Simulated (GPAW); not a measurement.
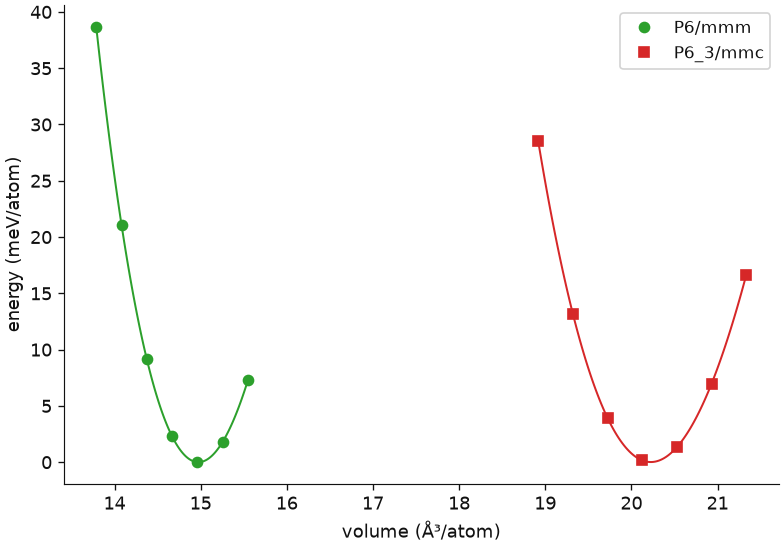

Method: PAW DFT in plane waves, on a grid or in atomic orbitals, no spin polarisation; energies at scaled volumes of the given cell, shape and fractions fixed, counted from the fit's minimum, third-order Birch-Murnaghan fit (GPAW 26.7.0). Level: r2SCAN.

```tsv
setting	value
occupations	Fermi–Dirac
smearing width	0.05 eV
potentials	GPAW PAW data sets (gpaw data 1.2.1)
wave cutoff	600 eV
```

Figure. Energy against volume, with one curve for each structure, for Si. Each energy curve has its own zero, so the curves don't rank the structures.

Settings that differ: P6/mmm: k mesh 12×12×11; P6_3/mmc: k mesh 7×7×4.

The fitted equilibrium volumes, smallest first, are P6/mmm 14.974, P6_3/mmc 20.225 Å³/atom. The fitted bulk moduli, smallest first, are P6_3/mmc 96.3, P6/mmm 113.4 GPa.

Caveats: shape and atomic fractions are frozen while scaling, which makes layered, chain and framework solids too stiff.
